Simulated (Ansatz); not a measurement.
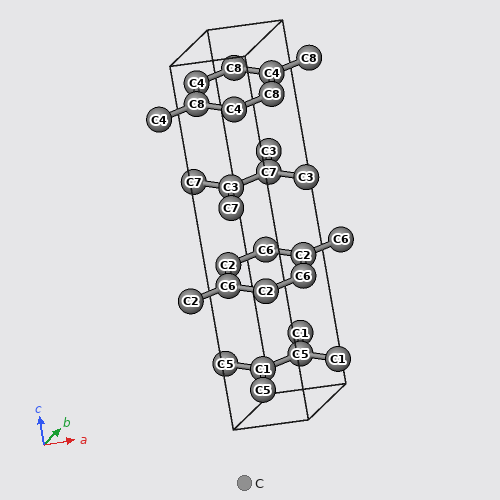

The system is C (Fmmm, No. 69; 8 atoms in the cell); the picture shows the reference structure. 
- Gamma surface: rigid slide across a plane, one fault a cell; the plane is (0 0 1) of the conventional cell.
- Places are given modulo a cell vector. The map is drawn in real space over the plane of the slide.
- Nothing is relaxed (rigid halves, spacing across the cut fixed).
- The grid has 9 × 9 points; 26 points were computed and 55 follow by symmetry.
- Energies are in mJ/m², from the lowest grid point.
- The calculation used Ansatz 0.2.0, DFT LDA, scalar-relativistic, plane waves, PAW. Settings: cutoff 520 eV, k-mesh 15×15×3 in the order of the run's cell vectors, gaussian smearing 0.03 eV, no spin polarisation.

Its coordinates:

```
CELL_PARAMETERS angstrom
-1.22267 -2.11645 0.00000
1.22267 -2.11645 0.00000
0.00000 0.00000 13.45153
ATOMIC_POSITIONS crystal
C 0.33330 0.33330 0.12500
C 0.83330 0.83330 0.37500
C 0.33330 0.33330 0.62500
C 0.83330 0.83330 0.87500
C 0.66670 0.66670 0.12500
C 0.16670 0.16670 0.37500
C 0.66670 0.66670 0.62500
C 0.16670 0.16670 0.87500
```

The input of one point:

```yaml
crystal:
  lattice:
    - [-1.2226660053, -2.116453411, 0.0]
    - [1.2226660053, -2.116453411, 0.0]
    - [0.1358517784, -0.7054844703, 13.4515291704]
  atoms:
    - { symbol: C, position: [0.3194075448, 0.3055186559, 0.125] }
    - { symbol: C, position: [0.791629767, 0.7499631004, 0.375] }
    - { symbol: C, position: [0.2638519893, 0.1944075448, 0.625] }
    - { symbol: C, position: [0.7360742115, 0.6388519893, 0.875] }
    - { symbol: C, position: [0.6528146774, 0.6389257885, 0.125] }
    - { symbol: C, position: [0.1250368996, 0.083370233, 0.375] }
    - { symbol: C, position: [0.5972591219, 0.5278146774, 0.625] }
    - { symbol: C, position: [0.0694813441, -0.0277408781, 0.875] }
basis:
  ecutwfc: 520.0
kpoints:
  mp_grid: { grid: [15, 15, 3] }
hamiltonian:
  xc: lda
  pseudopotentials: { kind: paw, azcp: { folder: soft_1 } }
scf:
  occupations: { method: gaussian, width: 0.03 }
output:
  forces: true
  stress: true
  eigenvalues: true
```

Range: slide along a1 from 0.000 to 0.889; slide along a2 from 0.000 to 0.889.

Question: What landscape does the calculation give?

Answer: The lowest grid point is at (1/9, 2/9) of the cell vectors. The same energy is found at (7/9, 8/9) of the cell vectors. The reference structure, at (0/9, 0/9) of the cell vectors, is a saddle of this map. The highest grid point, (4/9, 5/9) of the cell vectors, lies 69.4 mJ/m² above the lowest.

```csv
"slide along a2 ↓, slide along a1 →",0/9,1/9,2/9,3/9,4/9,5/9,6/9,7/9,8/9
8/9,10.1,17.1,21.6,21.7,17.1,9.8,2.9,0.0,2.9
7/9,8.4,21.6,34.1,40.3,37.0,25.5,11.3,1.2,0.0
6/9,7.1,21.7,40.3,55.0,57.9,47.4,28.8,11.3,2.9
5/9,6.6,17.1,37.0,57.9,69.4,65.1,47.4,25.5,9.8
4/9,6.6,9.8,25.5,47.4,65.1,69.4,57.9,37.0,17.1
3/9,7.1,2.9,11.3,28.8,47.4,57.9,55.0,40.3,21.7
2/9,8.4,0.0,1.2,11.3,25.5,37.0,40.3,34.1,21.6
1/9,10.1,2.9,0.0,2.9,9.8,17.1,21.7,21.6,17.1
0/9,11.3,10.1,8.4,7.1,6.6,6.6,7.1,8.4,10.1
```

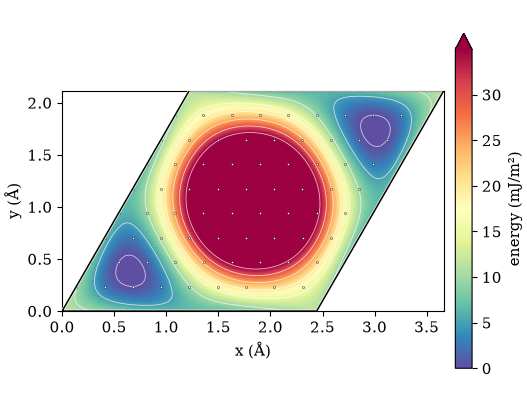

In the figure: a smooth colour map with a few white contour lines, dots at the grid points, the outline of one cell of the plane, one colour for all values above the top of the scale. Between grid points the surface is interpolated.

Each point was launched as `ansatz run input.yaml --threads 4 --pin off --max-ram 8192MiB --backend cpu --events-out ev --progress --plain --runs-dir out`. The whole map (26 points run) took 9.3 min on 4 threads of Arm Neoverse N1, with other jobs on the host.
